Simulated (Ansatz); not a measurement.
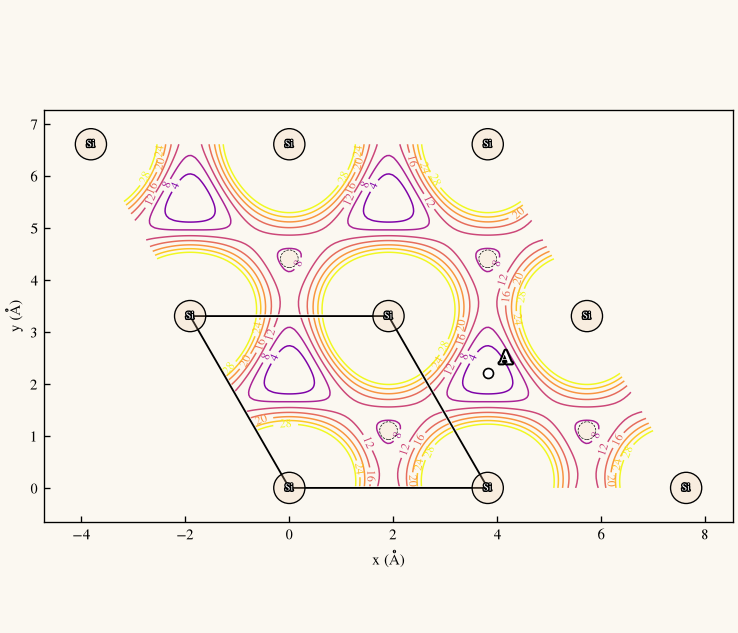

N₂ on a Si(001) slab cut from the P6_3/mmc phase, its upper half relaxed before the scan (32 atoms of substrate and one adsorbate in a 2 × 2 cell). 
- N2 is moved over the surface cell at a fixed height above a rigid substrate; the origin of the map has the adsorbate above Si29; the height is held at 3.10 Å.
- Places are given modulo a cell vector. The map is drawn in real space over the plane of the surface.
- The scan uses a 6 × 6 grid; 10 points were computed and 26 follow by symmetry.
- Places are given in fractions of the 1 × 1 surface cell.
- Energies: meV, counted from the lowest grid point.
- At a fixed height the lowest place need not be the adsorption site.
- Theory: Ansatz, DFT PBE+D3(BJ), scalar-relativistic, plane waves, PAW. Settings: cutoff 420 eV, k-mesh 6×6×1, gaussian smearing 0.05 eV, no spin polarisation.

The picture shows contour lines labelled in meV (none above 28), labelled circles for the atoms of the top layer and small ones for the second layer, the outline of one cell of the 2 × 2 shown, the point A. Between grid points the surface is interpolated.

Question: Find the lowest pass out of the well at A.

Answer: The easiest path leads from the well at a threefold hollow, (2/6, 4/6) of the cell vectors to the well at a threefold hollow over a second-layer Si atom, (4/6, 2/6) of the cell vectors, about 7.2 meV higher. Its highest point lies about 11 meV above the bottom of the first well on the interpolated surface, at about (0.92, 0.46) of the cell vectors. Seen from the upper well the barrier is about 3.4 meV. This is the barrier on the constrained surface; relaxing the other coordinates would change it.

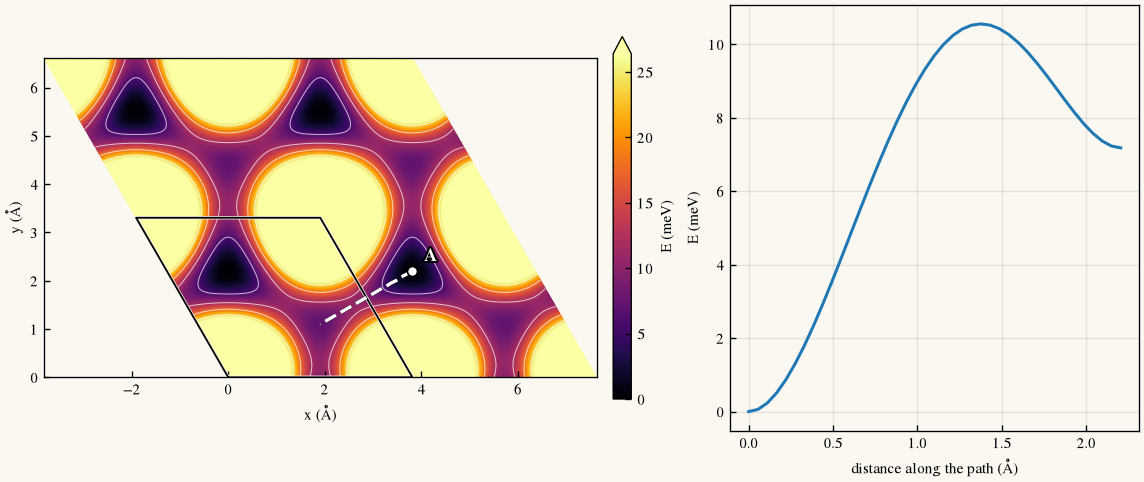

Drawn: a smooth colour map with a few white contour lines, a line along the lowest path, the outline of one cell of the 2 × 2 shown, one colour for all values above the top of the scale, the energy along the path at the right. Between grid points the surface is interpolated.

PAW datasets: the set soft_1.
